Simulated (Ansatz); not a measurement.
**Geometry relaxation, with input and output: Ti**

System: Ti (2 atoms in the cell).
Method: DFT, PBE, plane waves, PAW, no spin polarisation (Ansatz 0.2.0).

The structure derives from an entry of the Crystallography Open Database. Some settings of this run were made unusual or wrong on purpose. Figures and captions count atoms from 1; the log counts them from 0 in places.

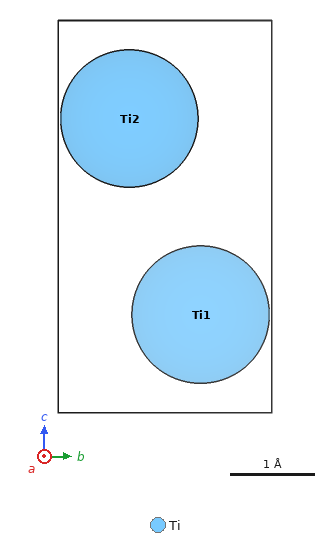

Figure 1. The input geometry (spheres-only view of the cell of the calculation, along the a axis; atoms are numbered from 1 in the order of the input).

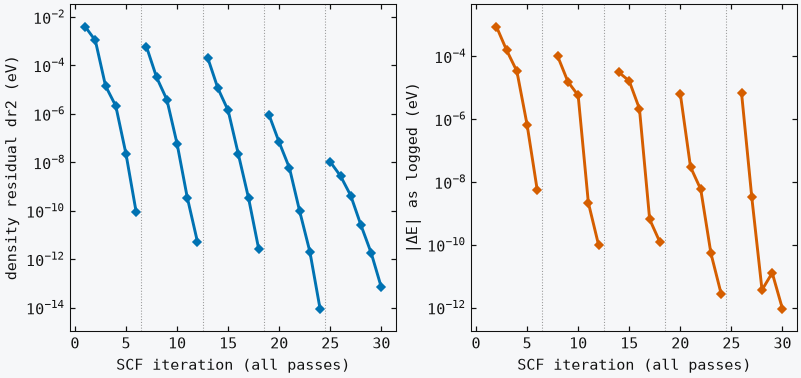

Figure 2. Convergence of the self-consistent field: density residual dr2 and size of the energy change against the SCF iteration. The dotted lines part the SCF passes of the relaxation: geometry steps, rejected trials and re-solves on a re-selected basis. The 5 passes take 6 iterations each, 30 in all.

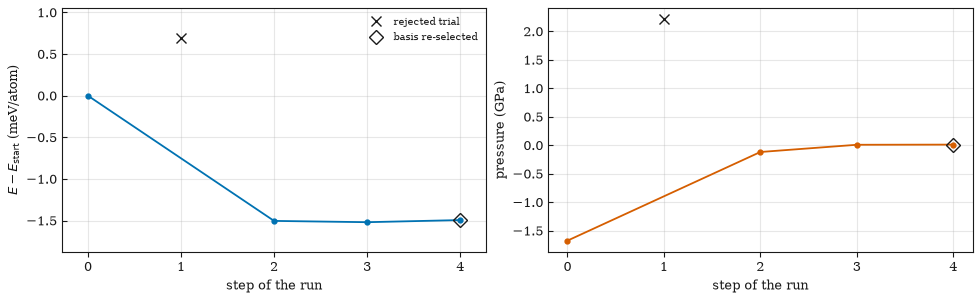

Figure 3. Progress of the relaxation, step by step (the first geometry is step 0 here and step 1 in the log).

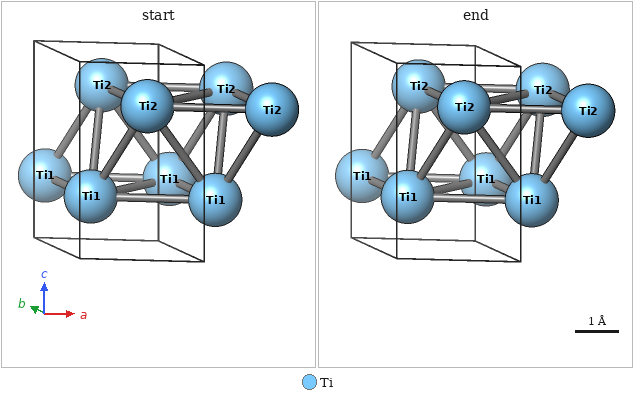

Figure 4. Before (left) and after (right) the relaxation, at one scale (ball-and-stick view of the cell of the calculation, repeated 2 × 2 × 1, seen slightly off an axis). After 3 geometry steps the energy has fallen by 1.5 meV per atom. All forces vanish by symmetry, so only the cell relaxes. Pressure: −1.67 GPa at the start and 0.01 GPa at the end. The line search rejected the trial step at point 1 (counted from 0) and went back. No atom moves by more than 0.005 Å relative to the cell. Cell: a = b 2.950 → 2.938 Å (−0.4 %), c 4.686 → 4.651 Å (−0.8 %). Volume −1.5 %. Distances before and after: Ti1–Ti2 2.897 → 2.878 Å, Ti1–Ti1 2.950 → 2.938 Å. The space group stays P6_3/mmc (No. 194). A last SCF at the same geometry on a re-selected plane-wave basis shifts the energy by +0.0 meV per atom. (Atoms are counted from 1 in the order of the input.)

The input that produced these results follows, with the program's output.

Input file
```yaml
crystal:
  lattice:
    - [2.9499978604, 0.0, 0.0]
    - [-1.4749989302, 2.5547730882, 0.0]
    - [0.0, 0.0, 4.686]
  atoms:
    - { symbol: Ti, position: [0.3333333333, 0.6666666667, 0.25] }
    - { symbol: Ti, position: [0.6666666667, 0.3333333333, 0.75] }
basis:
  ecutwfc: 420
kpoints:
  mp_grid: { grid: [18, 18, 10] }
hamiltonian:
  xc: pbe
scf:
  occupations: { method: gaussian, width: 0.1 }
  max_iter: 100
output:
  forces: true
  eigenvalues: true
  stress: true
relax:
  adjacent_minimum: "off"
  f_tol: 0.005
  max_steps: 80
  cell: { stress_tol: 0.05 }
  max_displacement: 5.0
```

Launch command:
```bash
ansatz run input.yaml --threads 4 --pin off --max-ram 2560MiB --backend cpu --events-out ev --progress --plain --runs-dir out
```

Output
```
The last accepted step is kept in [file] (removed where the run ends without a failure and the disk answers)
Engine: ansatz 0.2.0, x86_64-unknown-linux-gnu
Pseudopotentials: kind: paw
Pseudopotential: Ti, paw, valence charge 12, recommended cutoff 420 eV (normal), Ti.paw.azcp
Functional definition: PBE
  parameter kappa = 0.804
  parameter beta = 0.06672455060314922
  exchange = pbe_x(kappa = kappa, mu = beta*pi^2/3)
  correlation = pbe_c(beta = beta)
Crystal: 2 atoms, lattice volume = 35.316 Å³
Basis set: ecut = 420 eV, 687 PW (Γ), exchange–correlation on 40×40×64 points (8 copies of the dense FFT grid, shifted against one another)
Bands: 16, of which v1, the nominal top of the filled ones, is band 12 counted from 1 (11 counted from 0)
Symmetry: 24 space group operations
Space group: P63/mmc (ITA 194), of the structure as read, at distance tolerance 3.3e-5 Å
k-points: 222 of 3240
Non-local potential: Ti, projectors of the file, l = 0: 3, l = 1: 2, l = 2: 3, l = 3: 1
PAW form: soft (Blöchl's): semilocal exchange-correlation on the pseudo side does not see the compensation charge
PAW one-centre angular grid: Ti, 590 points (default); XC on 64 Gauss nodes
Initial density: superposition of atomic densities (neutral atoms: chi_scale 0, normalization atom), corrected by the library's trained network
Initial wavefunctions: pseudopotential atomic-orbital guess
Functional: x = pbe(κ = 0.804, μ = 0.2195149727645171), c = pbe(β = 0.06672455060314922)
SCF iter   1: F=—  HF=-4999.336708 eV  |F-HF|=—  |Δ(HF+E_count)|=         —  Δρ=4.89e-3  dr2=4.01e-3  ethr=1.77e-3  ⟨swp⟩=3.6  Hψ=14215  notcnv=0
preconditioner: auto → none  [metal: Δε(μ)=0.007 eV  Ē_g=2.795 eV  σ=0.100 eV  W_gap=0.04  n_scr=8 (ndim 8)  ℏωp=17.7 eV  f_vac=0.000  D(μ)=1.89/eV (n_scr^D=22)  sad-step TF]
SCF iter   2: F=—  HF=-4999.335823 eV  |F-HF|=—  |Δ(HF+E_count)|=   8.85e-4  Δρ=2.45e-3  dr2=1.07e-3  ethr=1.67e-5  ⟨swp⟩=1.0  Hψ=5328  notcnv=0
SCF iter   3: F=—  HF=-4999.335979 eV  |F-HF|=—  |Δ(HF+E_count)|=   1.56e-4  Δρ=3.16e-4  dr2=1.42e-5  ethr=4.47e-6  ⟨swp⟩=2.5  Hψ=5276  notcnv=0
SCF iter   4: F=—  HF=-4999.336013 eV  |F-HF|=—  |Δ(HF+E_count)|=   3.37e-5  Δρ=8.41e-5  dr2=2.13e-6  ethr=5.93e-8  ⟨swp⟩=2.4  Hψ=6104  notcnv=0
iter 5 did not close the SCF: its close was put off for the readings that it lacked (scf_convergence_deferred on its scf_iter line)
SCF iter   5: F=-4999.336012 eV  HF=-4999.336012 eV  |F-HF|=2.35e-10  |Δ(HF+E_count)|=   6.67e-7  Δρ=9.87e-6  dr2=2.22e-8  ethr=8.86e-9  ⟨swp⟩=2.6  Hψ=6076  notcnv=0
SCF iter   6: F=-4999.336012 eV  HF=-4999.336012 eV  |F-HF|=1.00e-11  |Δ(HF+E_count)|=   5.37e-9  Δρ=6.79e-7  dr2=8.64e-11  ethr=9.25e-11  ⟨swp⟩=2.0  Hψ=10879  notcnv=0
the search or the solves at the SCF's close seem to have found levels that the self-consistency loop had missed (the run counts 2). By its estimate they hold under 1e-12 electrons; where the run keeps them, the occupations were computed again with them
SCF 1 converged in 6 iterations: F = -4999.336012 eV  dr2 = 8.64e-11
  greatest PAW one-centre occupation: 0.999 electrons in one spin orbital (limit 2), on the Ti atom at site 1 (counted from 0), in its partial waves of l = 0
relax step   1: F+E_penalty+E_count = -4999.33601243 eV  Δ(F+E_penalty+E_count) = +0.000e0 eV  max|allowed force component| = 1.758e-16 eV/Å  Δτ_max = 0.0000 Å  P = -1.674 GPa  Ω = 35.316 Å³  (6 SCF iters, dr2 threshold 1.00e-7 eV, accepted)
Crystal: 2 atoms, lattice volume = 34.120 Å³
Initial density: handed on by an earlier stage of this run
Initial wavefunctions: those handed on with the density
iter 1 solved again at ethr=2.51e-6 eV; its pass at ethr=3.10e-3 eV (dr2=6.02e-4 eV) is discarded
SCF iter   1: F=—  HF=-4999.334696 eV  |F-HF|=—  |Δ(HF+E_count)|=         —  Δρ=1.30e-3  dr2=6.00e-4  ethr=2.51e-6  ⟨swp⟩=2.0  Hψ=23471  notcnv=0
preconditioner: auto → none  [metal: Δε(μ)=0.024 eV  Ē_g=2.876 eV  σ=0.100 eV  W_gap=0.13  n_scr=8 (ndim 8)  ℏωp=18.0 eV  f_vac=0.000  D(μ)=1.82/eV (n_scr^D=22)]
SCF iter   2: F=—  HF=-4999.334596 eV  |F-HF|=—  |Δ(HF+E_count)|=   9.99e-5  Δρ=4.53e-4  dr2=3.20e-5  ethr=2.50e-6  ⟨swp⟩=2.8  Hψ=5935  notcnv=0
SCF iter   3: F=—  HF=-4999.334611 eV  |F-HF|=—  |Δ(HF+E_count)|=   1.55e-5  Δρ=1.56e-4  dr2=3.88e-6  ethr=1.33e-7  ⟨swp⟩=2.1  Hψ=4144  notcnv=0
iter 4 did not close the SCF: its close was put off for the readings that it lacked (scf_convergence_deferred on its scf_iter line)
SCF iter   4: F=-4999.334617 eV  HF=-4999.334617 eV  |F-HF|=1.03e-8  |Δ(HF+E_count)|=   5.70e-6  Δρ=1.45e-5  dr2=5.89e-8  ethr=1.61e-8  ⟨swp⟩=2.0  Hψ=4342  notcnv=0
iter 5 did not close the SCF: its close was put off for the readings that it lacked (scf_convergence_deferred on its scf_iter line)
SCF iter   5: F=-4999.334617 eV  HF=-4999.334617 eV  |F-HF|=2.42e-10  |Δ(HF+E_count)|=   2.16e-9  Δρ=1.41e-6  dr2=3.53e-10  ethr=2.45e-10  ⟨swp⟩=2.0  Hψ=4416  notcnv=0
SCF iter   6: F=-4999.334617 eV  HF=-4999.334617 eV  |F-HF|=0.00e0  |Δ(HF+E_count)|=  9.82e-11  Δρ=2.42e-7  dr2=5.14e-12  ethr=1.47e-12  ⟨swp⟩=1.0  Hψ=10704  notcnv=0
SCF 2 converged in 6 iterations: F = -4999.334617 eV  dr2 = 5.14e-12
relax step   2: F+E_penalty+E_count = -4999.33461706 eV  Δ(F+E_penalty+E_count) = +1.395e-3 eV  max|allowed force component| = 3.978e-16 eV/Å  Δτ_max = 0.0000 Å  P = +2.214 GPa  Ω = 34.120 Å³  energy of the carried Pulay correction = +1.057e-4 eV  (6 SCF iters, dr2 threshold 2.00e-7 eV, rejected (line search))
Crystal: 2 atoms, lattice volume = 34.815 Å³
iter 1 solved again at ethr=7.13e-7 eV; its pass at ethr=3.10e-3 eV (dr2=1.71e-4 eV) is discarded
SCF iter   1: F=—  HF=-4999.339031 eV  |F-HF|=—  |Δ(HF+E_count)|=         —  Δρ=7.52e-4  dr2=2.07e-4  ethr=7.13e-7  ⟨swp⟩=2.0  Hψ=24151  notcnv=0
preconditioner: auto → none  [metal: Δε(μ)=0.020 eV  Ē_g=2.816 eV  σ=0.100 eV  W_gap=0.11  n_scr=8 (ndim 8)  ℏωp=17.8 eV  f_vac=0.000  D(μ)=1.88/eV (n_scr^D=22)]
SCF iter   2: F=—  HF=-4999.339000 eV  |F-HF|=—  |Δ(HF+E_count)|=   3.07e-5  Δρ=2.67e-4  dr2=1.13e-5  ethr=7.13e-7  ⟨swp⟩=3.0  Hψ=6417  notcnv=0
SCF iter   3: F=—  HF=-4999.339017 eV  |F-HF|=—  |Δ(HF+E_count)|=   1.64e-5  Δρ=9.23e-5  dr2=1.38e-6  ethr=4.69e-8  ⟨swp⟩=2.1  Hψ=4144  notcnv=0
SCF iter   4: F=—  HF=-4999.339019 eV  |F-HF|=—  |Δ(HF+E_count)|=   2.14e-6  Δρ=8.78e-6  dr2=2.16e-8  ethr=5.76e-9  ⟨swp⟩=2.0  Hψ=4340  notcnv=0
SCF iter   5: F=—  HF=-4999.339019 eV  |F-HF|=—  |Δ(HF+E_count)|=  6.42e-10  Δρ=1.32e-6  dr2=3.32e-10  ethr=9.01e-11  ⟨swp⟩=2.1  Hψ=4542  notcnv=0
SCF iter   6: F=-4999.339019 eV  HF=-4999.339019 eV  |F-HF|=0.00e0  |Δ(HF+E_count)|=  1.22e-10  Δρ=1.76e-7  dr2=2.54e-12  ethr=1.00e-12  ⟨swp⟩=5.1  Hψ=13895  notcnv=0
SCF 3 converged in 6 iterations: F = -4999.339019 eV  dr2 = 2.54e-12
relax step   3: F+E_penalty+E_count = -4999.33901889 eV  Δ(F+E_penalty+E_count) = -3.006e-3 eV  max|allowed force component| = 2.776e-16 eV/Å  Δτ_max = 0.0000 Å  P = -0.118 GPa  Ω = 34.815 Å³  energy of the carried Pulay correction = +4.404e-5 eV  (6 SCF iters, accepted)
Crystal: 2 atoms, lattice volume = 34.776 Å³
iter 1 solved again at ethr=2.56e-9 eV; its pass at ethr=3.10e-3 eV (dr2=6.15e-7 eV) is discarded
SCF iter   1: F=—  HF=-4999.339043 eV  |F-HF|=—  |Δ(HF+E_count)|=         —  Δρ=5.55e-5  dr2=9.08e-7  ethr=2.56e-9  ⟨swp⟩=2.2  Hψ=23212  notcnv=0
preconditioner: auto → none  [metal: Δε(μ)=0.025 eV  Ē_g=2.823 eV  σ=0.100 eV  W_gap=0.14  n_scr=8 (ndim 8)  ℏωp=17.8 eV  f_vac=0.000  D(μ)=1.87/eV (n_scr^D=22)]
iter 2 did not close the SCF: its close was put off for the readings that it lacked (scf_convergence_deferred on its scf_iter line)
SCF iter   2: F=-4999.339050 eV  HF=-4999.339050 eV  |F-HF|=3.02e-8  |Δ(HF+E_count)|=   6.43e-6  Δρ=2.25e-5  dr2=6.64e-8  ethr=2.56e-9  ⟨swp⟩=2.9  Hψ=6483  notcnv=0
iter 3 did not close the SCF: its close was put off for the readings that it lacked (scf_convergence_deferred on its scf_iter line)
SCF iter   3: F=-4999.339050 eV  HF=-4999.339050 eV  |F-HF|=4.80e-9  |Δ(HF+E_count)|=   2.99e-8  Δρ=6.78e-6  dr2=5.87e-9  ethr=2.77e-10  ⟨swp⟩=2.0  Hψ=4464  notcnv=0
iter 4 did not close the SCF: its close was put off for the readings that it lacked (scf_convergence_deferred on its scf_iter line)
SCF iter   4: F=-4999.339050 eV  HF=-4999.339050 eV  |F-HF|=3.46e-11  |Δ(HF+E_count)|=   5.83e-9  Δρ=6.85e-7  dr2=9.70e-11  ethr=2.45e-11  ⟨swp⟩=2.0  Hψ=4361  notcnv=0
iter 5 did not close the SCF: its close was put off for the readings that it lacked (scf_convergence_deferred on its scf_iter line)
SCF iter   5: F=-4999.339050 eV  HF=-4999.339050 eV  |F-HF|=3.64e-12  |Δ(HF+E_count)|=  5.28e-11  Δρ=9.82e-8  dr2=2.06e-12  ethr=1.00e-12  ⟨swp⟩=1.9  Hψ=4175  notcnv=0
SCF iter   6: F=-4999.339050 eV  HF=-4999.339050 eV  |F-HF|=1.82e-12  |Δ(HF+E_count)|=  2.73e-12  Δρ=8.34e-9  dr2=8.96e-15  ethr=1.00e-12  ⟨swp⟩=1.0  Hψ=8089  notcnv=0
SCF 4 converged in 6 iterations: F = -4999.339050 eV  dr2 = 8.96e-15
relax step   4: F+E_penalty+E_count = -4999.33904990 eV  Δ(F+E_penalty+E_count) = -3.102e-5 eV  max|allowed force component| = 2.128e-16 eV/Å  Δτ_max = 0.0000 Å  P = +0.009 GPa  Ω = 34.776 Å³  energy of the carried Pulay correction = +4.757e-5 eV  (6 SCF iters, dr2 threshold 1.27e-7 eV, accepted)
Initial wavefunctions: pseudopotential atomic-orbital guess (no wavefunctions were taken with the density)
iter 1 solved again at ethr=8.78e-10 eV; its pass at ethr=3.10e-3 eV (dr2=2.11e-7 eV) is discarded
SCF iter   1: F=—  HF=-4999.338992 eV  |F-HF|=—  |Δ(HF+E_count)|=         —  Δρ=1.52e-5  dr2=1.04e-8  ethr=8.78e-10  ⟨swp⟩=3.0  Hψ=24849  notcnv=0
preconditioner: auto → none  [metal: Δε(μ)=0.025 eV  Ē_g=2.822 eV  σ=0.100 eV  W_gap=0.14  n_scr=8 (ndim 8)  ℏωp=17.8 eV  f_vac=0.000  D(μ)=1.88/eV (n_scr^D=22)]
SCF iter   2: F=—  HF=-4999.338999 eV  |F-HF|=—  |Δ(HF+E_count)|=   6.56e-6  Δρ=7.43e-6  dr2=2.74e-9  ethr=4.34e-11  ⟨swp⟩=2.0  Hψ=5841  notcnv=0
SCF iter   3: F=—  HF=-4999.338999 eV  |F-HF|=—  |Δ(HF+E_count)|=   3.20e-9  Δρ=1.46e-6  dr2=4.26e-10  ethr=1.14e-11  ⟨swp⟩=2.9  Hψ=6070  notcnv=0
SCF iter   4: F=—  HF=-4999.338999 eV  |F-HF|=—  |Δ(HF+E_count)|=  3.64e-12  Δρ=4.35e-7  dr2=2.56e-11  ethr=1.77e-12  ⟨swp⟩=3.0  Hψ=6343  notcnv=0
iter 5 did not close the SCF: its close was put off for the readings that it lacked (scf_convergence_deferred on its scf_iter line)
SCF iter   5: F=-4999.338999 eV  HF=-4999.338999 eV  |F-HF|=2.73e-12  |Δ(HF+E_count)|=  1.27e-11  Δρ=1.19e-7  dr2=1.84e-12  ethr=1.00e-12  ⟨swp⟩=1.0  Hψ=3552  notcnv=0
SCF iter   6: F=-4999.338999 eV  HF=-4999.338999 eV  |F-HF|=0.00e0  |Δ(HF+E_count)|=  9.09e-13  Δρ=2.49e-8  dr2=6.83e-14  ethr=1.00e-12  ⟨swp⟩=3.0  Hψ=12705  notcnv=0
SCF 5 converged in 6 iterations: F = -4999.338999 eV  dr2 = 6.83e-14
relax step   5: F+E_penalty+E_count = -4999.33899882 eV  Δ(F+E_penalty+E_count) = +5.109e-5 eV  max|allowed force component| = 1.203e-16 eV/Å  Δτ_max = 0.0000 Å  P = +0.012 GPa  Ω = 34.776 Å³  stress off target by 2.69e-2 GPa  SCF on the basis re-selected at this cell (its energy is not comparable with the rows above)  (6 SCF iters)
basis re-selected at this cell: Δ(F+E_penalty+E_count) = +5.109e-5 eV, ΔP = +0.003 GPa vs the last step (what re-selecting the basis moved, of the pressure what is left beyond the Pulay correction that the steps carried, after the strain that the cell walked since its last selection, with what the two solves' SCF thresholds leave and, on support functions, any second-order correction that the steps lacked; it is no measure of the basis error at this ecutwfc). This SCF's stress stands 2.69e-2 GPa from its target on what of the cell is left free (relax.cell.stress_tol is 5.00e-2 GPa) and its largest allowed force component is 1.20e-16 eV/Å (relax.f_tol is 5.00e-3 eV/Å): within both
SCF converged after 6 iterations
Free energy (F): -4999.338999 eV
Harris-Foulkes:  -4999.338999 eV  (|F-HF|=0.00e0)
Internal energy: -4999.329623 eV  (E = F + TS)
E sigma→0 (E₀):  -4999.334311 eV
Entropy (-TS):   -0.009376 eV (-4.688 meV/atom)
Fermi energy:    13.374686 eV
--- Per-component energies (eV) ---
  E_band       = -315.386257
  E_kinetic    = 544.655385
  E_local      = -1626.854221  (includes V_loc(G=0)·N_el)
  E_nonlocal   = 16.052325
  E_hartree    = 668.138950
  E_xc         = -194.926436
  E_vxc        = -243.861541  (∫ρ·V_xc dr)
  E_paw        = -2095.098764  (= ΣΔE_a)
  E_vpaw       = -341.656344  (= ΣTr[D̂ρ^β])
  E_aug_tail   = 0.000231  (compensation charges beyond the density's cutoff)
  E_ewald      = -2311.297094
  E_smearing   = -0.009376  (= −TS)
  E_closure    = 0.000000  (closes the sum)
  Σ components = -4999.338999   (vs F -4999.338999, Δ=0.00e0)
--- Forces (eV/Å), atoms counted from 1 ---
  atom   1  Ti     0.00000000    -0.00000000     0.00000000
  atom   2  Ti     0.00000000     0.00000000     0.00000000
  max |Σ_I F_I| component: 1.85e-17 eV/Å
--- Stress (GPa, compression-positive) ---
        0.026905      -0.000000       0.000000
       -0.000000       0.026905       0.000000
        0.000000       0.000000      -0.017271
  P = ⅓ Tr σ = 0.0122 GPa (0.122 kbar)
--- Band table (eV; the first three rows and the last of 222) ---
  k-point 0: bands = ["-43.4534", "-43.3155", "-20.0590", "-19.4160", "-19.4160", "-19.3487", "-19.3147", "-19.3147", "7.1807", "10.6831", "14.1286", "14.1397", "14.1397", "14.2582", "14.6401", "14.6401"]
  k-point 1: bands = ["-43.4500", "-43.3189", "-20.0423", "-19.4136", "-19.4136", "-19.3668", "-19.3172", "-19.3172", "7.2654", "10.6412", "13.9812", "14.0966", "14.0966", "14.2109", "14.5930", "14.5930"]
  k-point 2: bands = ["-43.4403", "-43.3288", "-19.9936", "-19.4192", "-19.4064", "-19.4064", "-19.3244", "-19.3244", "7.5145", "10.4849", "13.6633", "14.0193", "14.0193", "14.0767", "14.4706", "14.4706"]
  k-point 221: bands = ["-43.3039", "-43.3039", "-19.8713", "-19.8713", "-19.6854", "-19.6854", "-19.4430", "-19.4430", "12.1196", "12.1196", "12.2911", "12.2911", "13.1416", "13.1416", "15.0444", "15.0444"]
--- Relaxed structure (4 steps of the walk, 3 accepted, 1 SCFs on fresh bases) ---
  F+E_penalty+E_count = -4999.33899882 eV   max|allowed force component| = 1.203e-16 eV/Å   (the final SCF, on the basis selected at the relaxed cell)
  cell:  # Å, volume = 34.7762 Å³
    - [2.9384580612466324, -5.772299091036898e-35, 0.0]
    - [-1.4692290306233162, 2.5447793289947533, 0.0]
    - [0.0, 0.0, 4.650634014056664]
  atoms:
    - { symbol: Ti, position: [0.3333333333333333, 0.6666666666666666, 0.25] }
    - { symbol: Ti, position: [0.6666666666666666, 0.3333333333333333, 0.75] }
```

Trajectory as extended XYZ (Å, eV, eV/Å), 5 frames, from step=1 to step=5
```
2
Lattice="2.9500 0.0000 0.0000 -1.4750 2.5548 0.0000 0.0000 0.0000 4.6860" Properties=species:S:1:pos:R:3:forces:R:3 step=1 energy=-4999.33601 pressure_GPa=-1.67
Ti    0.0000    1.7032    1.1715    0.0000   0.0000   0.0000
Ti    1.4750    0.8516    3.5145    0.0000   0.0000   0.0000
2
Lattice="2.9193 0.0000 0.0000 -1.4596 2.5282 0.0000 0.0000 0.0000 4.6231" Properties=species:S:1:pos:R:3:forces:R:3 step=2 energy=-4999.33462 pressure_GPa=2.21 accepted=F
Ti    0.0000    1.6854    1.1558    0.0000   0.0000   0.0000
Ti    1.4596    0.8427    3.4673    0.0000   0.0000   0.0000
2
Lattice="2.9386 0.0000 0.0000 -1.4693 2.5449 0.0000 0.0000 0.0000 4.6553" Properties=species:S:1:pos:R:3:forces:R:3 step=3 energy=-4999.33902 pressure_GPa=-0.12
Ti    0.0000    1.6966    1.1638    0.0000   0.0000   0.0000
Ti    1.4693    0.8483    3.4915    0.0000   0.0000   0.0000
2
Lattice="2.9385 0.0000 0.0000 -1.4692 2.5448 0.0000 0.0000 0.0000 4.6506" Properties=species:S:1:pos:R:3:forces:R:3 step=4 energy=-4999.33905 pressure_GPa=0.01
Ti    0.0000    1.6965    1.1627    0.0000   0.0000   0.0000
Ti    1.4692    0.8483    3.4880    0.0000   0.0000   0.0000
2
Lattice="2.9385 0.0000 0.0000 -1.4692 2.5448 0.0000 0.0000 0.0000 4.6506" Properties=species:S:1:pos:R:3:forces:R:3 step=5 energy=-4999.33900 pressure_GPa=0.01
Ti    0.0000    1.6965    1.1627    0.0000   0.0000   0.0000
Ti    1.4692    0.8483    3.4880    0.0000   0.0000   0.0000
```

Outcome

```tsv
quantity	value
outcome	converged
space group (tolerance 0.01 Å)	P6₃/mmc (194)
electrons treated	24
free energy	−4999.3390 eV
Fermi energy	13.375 eV
gap on the k-point mesh	none (metallic)
pressure	0.01 GPa
final volume	34.78 Å³
largest force (length of the vector) at the end	under 0.001 eV/Å
final cell	a = 2.938 Å, b = 2.938 Å, c = 4.651 Å, α = 90.00°, β = 90.00°, γ = 120.00°
hardware	4 threads of Intel Xeon @ 2.30GHz, 28 GiB of memory available, shared host
wall time	8.2 s (CPU time 29 s)
peak memory	0.5 GiB
```

What went wrong

A setting was made wrong on purpose: relaxation steps far too long (`relax.max_displacement`). The steps overshoot the minimum. The program still converged, but the numbers can't be taken as results for the intended system.
